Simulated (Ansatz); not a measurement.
The coordinates of a crystal:

```
Ti H C
1.0
     3.09622    0.00000    0.00000
    -1.54811    2.68140    0.00000
     0.00000    0.00000   15.24614
Ti H C
6 3 3
Direct
  0.00000 0.00000 0.76195
  0.33333 0.66667 0.90471
  0.66667 0.33333 0.09529
  0.00000 0.00000 0.23805
  0.33333 0.66667 0.42862
  0.66667 0.33333 0.57138
  0.00000 0.00000 0.00000
  0.66667 0.33333 0.33333
  0.33333 0.66667 0.66667
  0.66667 0.33333 0.83333
  0.33333 0.66667 0.16667
  0.00000 0.00000 0.50000
```

> Give a crystallographic description of this input.

The material is Ti$_{2}$HC. The atoms follow space group R-3m (No. 166); the Bravais lattice is rhombohedral (trigonal R). It has 12 atoms to the cell (6 Ti, 3 H, 3 C). About every Ti there are three Ti, three C and three H (2.82 Å to Ti, 2.09 Å to C, 2.30 Å to H). Each H has six Ti in a distorted octahedral arrangement at 2.30 Å. The neighbours of C are six Ti in a distorted octahedral arrangement at 2.09 Å. Not all metal-metal contacts are counted. The bonds build a three-dimensional framework.

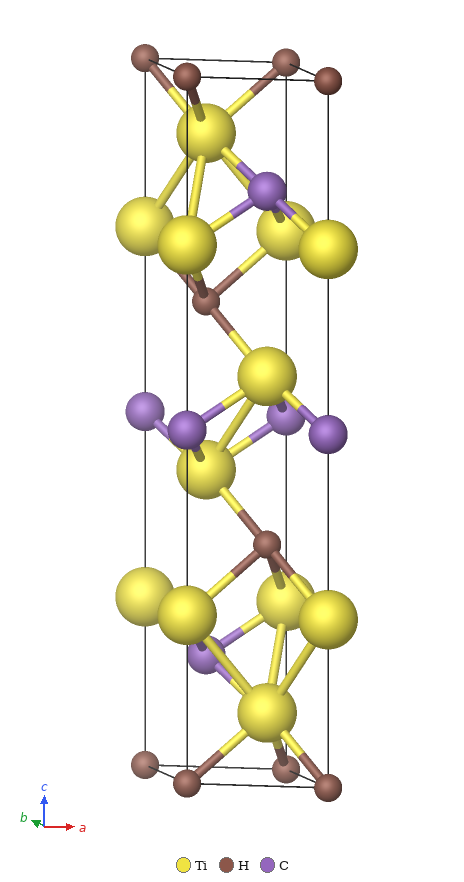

Structure drawing (ball-and-stick), viewed slightly off an axis. Atoms at the boundary of the conventional unit cell (the box) are drawn once for each face, edge or corner they touch.

Provenance: a structure listed in the Materials Project. The cell was then strained or its atoms displaced on purpose. Ansatz was used for an electronic-structure calculation on it.

At this level of theory the cell isn't at rest (stretched, at -7 GPa and forces up to 0.9 eV/Å), so its distances can differ from those at equilibrium, the more so the softer the solid.
